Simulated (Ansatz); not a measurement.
GaN: band-structure calculation (part 2 of 2)

Continued. System: GaN (P6₃mc, 8 atoms in the cell). Method: DFT, LDA, plane waves, PAW, no spin polarisation (Ansatz 0.2.0); cutoff 420 eV, 12×12×4 k-mesh, fixed occupations. The structure was built on a prototype by a generator. The geometry comes from this level: r2SCAN.

Geometry of the input (Å; fractional positions):
```
3.1817  0.0000  0.0000
-1.5908  2.7554  0.0000
0.0000  0.0000  10.3773
Ga 0.0000  0.0000  -0.0004
Ga 0.3333  0.6667  0.2499
Ga 0.0000  0.0000  0.4996
Ga 0.6667  0.3333  0.7499
N  0.0000  0.0000  0.1876
N  0.3333  0.6667  0.4378
N  0.0000  0.0000  0.6876
N  0.6667  0.3333  0.9378
```

File rho_z.tsv:
```
# z_ang	rho[e/angstrom^3]
# format = ansatz-planar-average/11
# lattice	3.181694058	-0.000000000	0.000000000
# lattice	-1.590847029	2.755427881	0.000000000
# lattice	0.000000000	0.000000000	10.377290164
# sites	8
# site	31	0.000000000	0.000000000	-0.003749483
# site	31	0.000000000	1.836951921	2.593619491
# site	31	0.000000000	0.000000000	5.184895599
# site	31	1.590847029	0.918475960	7.782264573
# site	7	0.000000000	0.000000000	1.947234755
# site	7	0.000000000	1.836951921	4.543024131
# site	7	0.000000000	0.000000000	7.135879837
# site	7	1.590847029	0.918475960	9.731669213
0.000000	2.188098e0
0.144129	1.746276e0
0.288258	1.022086e0
0.432387	5.176062e-1
0.576516	2.892180e-1
0.720645	2.018647e-1
0.864774	1.725232e-1
1.008903	1.764247e-1
1.153032	2.083013e-1
1.297161	2.707126e-1
1.441290	3.681404e-1
1.585419	4.951023e-1
1.729548	6.239118e-1
1.873677	7.341945e-1
2.017806	8.395808e-1
2.161935	1.013659e0
2.306064	1.393872e0
2.450194	1.944469e0
2.594323	2.187271e0
2.738452	1.758892e0
2.882581	1.034990e0
3.026710	5.244698e-1
3.170839	2.920784e-1
3.314968	2.032258e-1
3.459097	1.732607e-1
3.603226	1.767284e-1
3.747355	2.082051e-1
3.891484	2.702326e-1
4.035613	3.673361e-1
4.179742	4.943650e-1
4.323871	6.239603e-1
4.468000	7.357159e-1
4.612129	8.435199e-1
4.756258	1.022370e0
4.900387	1.409012e0
5.044516	1.959057e0
5.188645	2.188098e0
5.332774	1.746276e0
5.476903	1.022086e0
5.621032	5.176062e-1
5.765161	2.892180e-1
5.909290	2.018647e-1
6.053419	1.725232e-1
6.197548	1.764247e-1
6.341677	2.083013e-1
6.485806	2.707126e-1
6.629935	3.681404e-1
6.774064	4.951023e-1
6.918193	6.239118e-1
7.062322	7.341945e-1
7.206452	8.395808e-1
7.350581	1.013659e0
7.494710	1.393872e0
7.638839	1.944469e0
7.782968	2.187271e0
7.927097	1.758892e0
8.071226	1.034990e0
8.215355	5.244698e-1
8.359484	2.920784e-1
8.503613	2.032258e-1
8.647742	1.732607e-1
8.791871	1.767284e-1
8.936000	2.082051e-1
9.080129	2.702326e-1
9.224258	3.673361e-1
9.368387	4.943650e-1
9.512516	6.239603e-1
9.656645	7.357159e-1
9.800774	8.435199e-1
9.944903	1.022370e0
10.089032	1.409012e0
10.233161	1.959057e0
```

File v_z.tsv:
```
# z_ang	v_es[eV]	v_tot[eV]
# format = ansatz-planar-average/11
# xc	lda
# density_cutoff_ev	1680
# datasets	Ga=:simpson_from_first_knot:soft:shift=-2981024	N=:simpson_from_first_knot:soft:shift=-528844
# lattice	3.181694058	-0.000000000	0.000000000
# lattice	-1.590847029	2.755427881	0.000000000
# lattice	0.000000000	0.000000000	10.377290164
# sites	8
# site	31	0.000000000	0.000000000	-0.003749483
# site	31	0.000000000	1.836951921	2.593619491
# site	31	0.000000000	0.000000000	5.184895599
# site	31	1.590847029	0.918475960	7.782264573
# site	7	0.000000000	0.000000000	1.947234755
# site	7	0.000000000	1.836951921	4.543024131
# site	7	0.000000000	0.000000000	7.135879837
# site	7	1.590847029	0.918475960	9.731669213
0.000000	2.530454e0	-1.053315e1
0.144129	3.468376e0	-8.901075e0
0.288258	4.202714e0	-7.331449e0
0.432387	5.225546e0	-5.385054e0
0.576516	6.647993e0	-3.074068e0
0.720645	8.432469e0	-6.082022e-1
0.864774	1.022092e1	1.528185e0
1.008903	1.142862e1	2.719522e0
1.153032	1.184050e1	2.783853e0
1.297161	1.121856e1	1.552331e0
1.441290	9.331992e0	-1.106861e0
1.585419	6.570227e0	-4.692900e0
1.729548	3.383094e0	-8.667806e0
1.873677	5.239288e-1	-1.222391e1
2.017806	-1.169208e0	-1.448479e1
2.161935	-1.397056e0	-1.508589e1
2.306064	-4.406634e-1	-1.422076e1
2.450194	1.076675e0	-1.247430e1
2.594323	2.511665e0	-1.053874e1
2.738452	3.434289e0	-8.927003e0
2.882581	4.158202e0	-7.372306e0
3.026710	5.171545e0	-5.437445e0
3.170839	6.584631e0	-3.133960e0
3.314968	8.363680e0	-6.686695e-1
3.459097	1.015712e1	1.477528e0
3.603226	1.137832e1	2.684107e0
3.747355	1.180205e1	2.758116e0
3.891484	1.119352e1	1.535618e0
4.035613	9.318327e0	-1.117418e0
4.179742	6.558347e0	-4.707854e0
4.323871	3.363878e0	-8.696859e0
4.468000	5.006452e-1	-1.226347e1
4.612129	-1.189689e0	-1.452644e1
4.756258	-1.412059e0	-1.512390e1
4.900387	-4.478290e-1	-1.424942e1
5.044516	1.080720e0	-1.248807e1
5.188645	2.530454e0	-1.053315e1
5.332774	3.468376e0	-8.901075e0
5.476903	4.202714e0	-7.331449e0
5.621032	5.225546e0	-5.385054e0
5.765161	6.647993e0	-3.074068e0
5.909290	8.432469e0	-6.082022e-1
6.053419	1.022092e1	1.528185e0
6.197548	1.142862e1	2.719522e0
6.341677	1.184050e1	2.783853e0
6.485806	1.121856e1	1.552331e0
6.629935	9.331992e0	-1.106861e0
6.774064	6.570227e0	-4.692900e0
6.918193	3.383094e0	-8.667806e0
7.062322	5.239288e-1	-1.222391e1
7.206452	-1.169208e0	-1.448479e1
7.350581	-1.397056e0	-1.508589e1
7.494710	-4.406634e-1	-1.422076e1
7.638839	1.076675e0	-1.247430e1
7.782968	2.511665e0	-1.053874e1
7.927097	3.434289e0	-8.927003e0
8.071226	4.158202e0	-7.372306e0
8.215355	5.171545e0	-5.437445e0
8.359484	6.584631e0	-3.133960e0
8.503613	8.363680e0	-6.686695e-1
8.647742	1.015712e1	1.477528e0
8.791871	1.137832e1	2.684107e0
8.936000	1.180205e1	2.758116e0
9.080129	1.119352e1	1.535618e0
9.224258	9.318327e0	-1.117418e0
9.368387	6.558347e0	-4.707854e0
9.512516	3.363878e0	-8.696859e0
9.656645	5.006452e-1	-1.226347e1
9.800774	-1.189689e0	-1.452644e1
9.944903	-1.412059e0	-1.512390e1
10.089032	-4.478290e-1	-1.424942e1
10.233161	1.080720e0	-1.248807e1
```

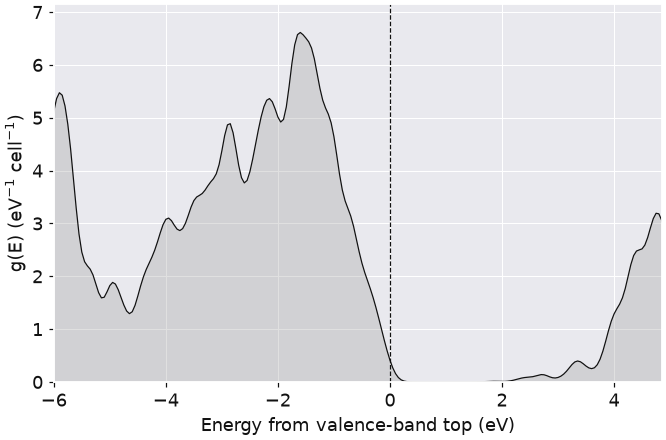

*Density of states (the curve is built from the levels of the k mesh with Gaussians 0.3 eV wide, which also blur the band edges), with energies from the valence-band top.*

There is a gap of 1.85 eV on the k-point mesh. Small ripples come from the finite k-point mesh.

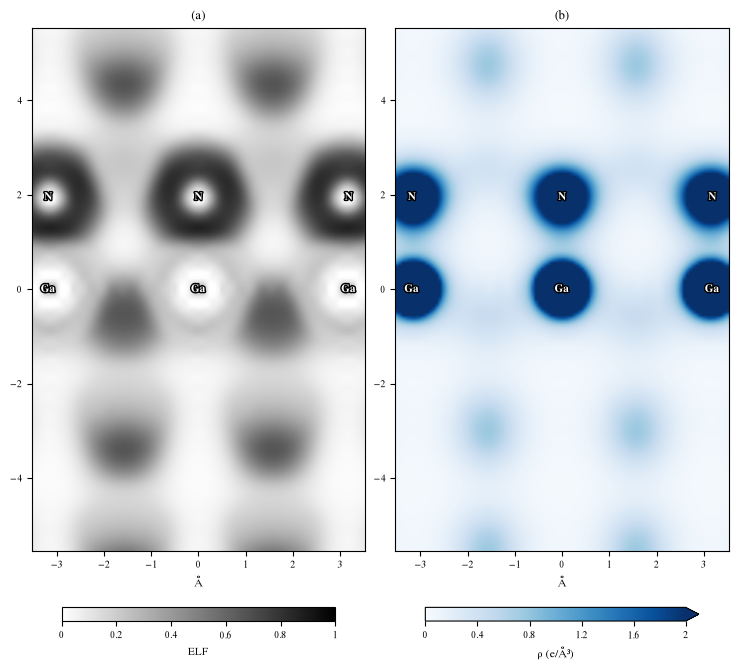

*(a) electron localisation function; (b) valence pseudo-density on the (100) plane of the conventional cell.*

The plane passes through Ga and N nuclei. Ga–N (1.95 Å): ρ at the midpoint is about 0.77 e/Å³; the ELF is about 0.50 at the midpoint. Away from the nuclei the density in this plane falls to 0.03 e/Å³ at its lowest. Core electrons are frozen (PAW), so the fields are smoothed inside the atomic spheres.

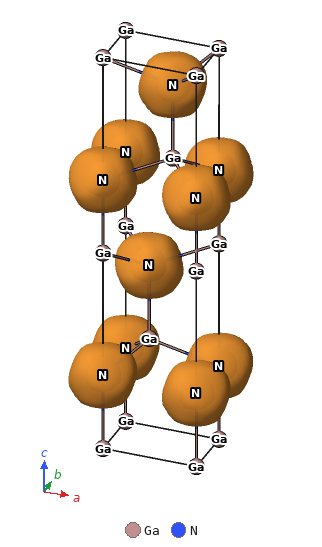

*Isosurface of the ELF at 0.7 (orange), seen slightly off an axis. Only the valence region is drawn (cores and ρ < 0.01 e/Å³ removed). Sticks mark near contacts. The outline is the cell set on symmetry axes.*

Along the contacts the grid gives the following. Ga–N (1.95 Å): the ELF is about 0.50 at the midpoint.

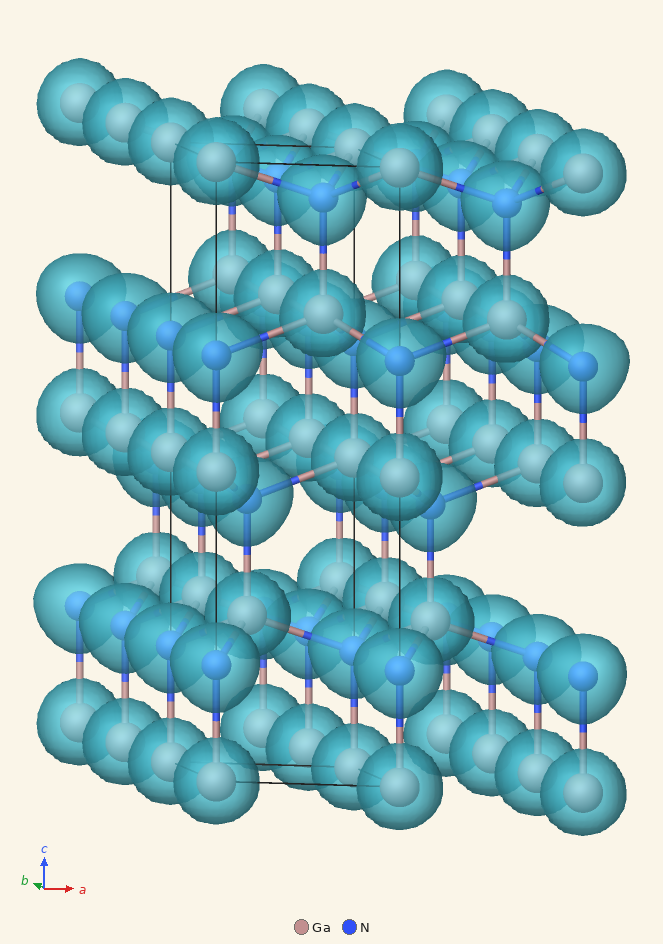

*Isosurface of the valence electron density at 1 e/Å³ (cyan), seen slightly off an axis. Sticks mark near contacts. The outline is the cell set on symmetry axes.*

At this value the density breaks into separate islands; it holds about 70 % of the electrons treated as valence (semicore included). It is pinched off along the Ga–N (1.95 Å) contacts. On the grid the lowest density along these lines, outside the cores, is 0.74 e/Å³ (Ga–N, 1.95 Å).

Key numbers:

| quantity | value |
| --- | --- |
| outcome | converged |
| space group (tolerance 0.01 Å) | P6₃mc (186) |
| electrons treated | 72 |
| free energy | −16328.3146 eV |
| Fermi energy | 9.383 eV |
| gap on the k-point mesh | 1.85 eV |
| pressure | −5.43 GPa |
| largest force (length of the vector) | 0.010 eV/Å |
| hardware | 8 threads of Intel Xeon (Sapphire Rapids), 64 GiB of memory available, shared host |
| wall time | 2.5 s (CPU time 16 s) |
| peak memory | 0.68 GiB |

The cell is under a tension of 5.4 GPa at this level, so it is not at its equilibrium volume.
